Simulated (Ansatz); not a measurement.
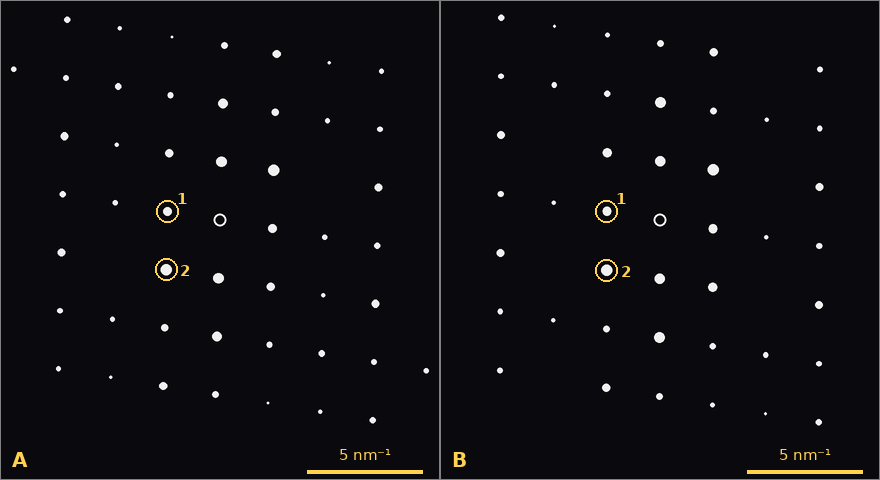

Kinematic electron diffraction patterns (300 kV, B = 0.5 Å², same scale) along [011] of the run's own cell, for the start and the end of one relaxation of NaI with DFT PBE, scalar-relativistic, plane waves, PAW (Ansatz). k mesh 6×6×6. The start is a generated model structure, and the relaxation ends in the nearest stationary point of its symmetry, not necessarily the ground state. Spot 1 is -1 0 0 and spot 2 is 0 -1 1 in both.

Start structure:

```
CELL_PARAMETERS angstrom
2.22061 -7.23599 0.00000
2.22061 7.23599 0.00000
0.00000 0.00000 4.60830
ATOMIC_POSITIONS crystal
Na 0.85163 0.14837 0.75000
Na 0.14837 0.85163 0.25000
I 0.63123 0.36877 0.75000
I 0.36877 0.63123 0.25000
```

Q: Which pattern belongs to the start structure, and which to the relaxed one?

A: B is the start: its cell gives d(1) = 4.246 Å, d(2) = 3.123 Å and an angle of 52.5°. A is the relaxed structure, with d(1) = 4.309 Å (+1.5 %), d(2) = 3.122 Å (-0.0 %) and 52.0°.

Q: Name reflections whose intensity changes strongly on relaxation.

A: 4 -2 2 goes from 3.8 to 10 % of the strongest spot; 2 -1 1 goes from 44 to 26 % of the strongest spot.

Q: What did the relaxation do to the structure and the energy?

A: The volume changed by +8.0 % to 39.98 Å³ an atom; with the mean shift removed, the atoms moved by up to 0.18 Å relative to the cell (Na most); the space group stayed Cmcm (No. 63); the free energy fell by 4.2 meV an atom. Relaxed cell: a = 8.193 Å, b = 8.193 Å, c = 4.530 Å, α = 90.00°, β = 90.00°, γ = 148.27°.
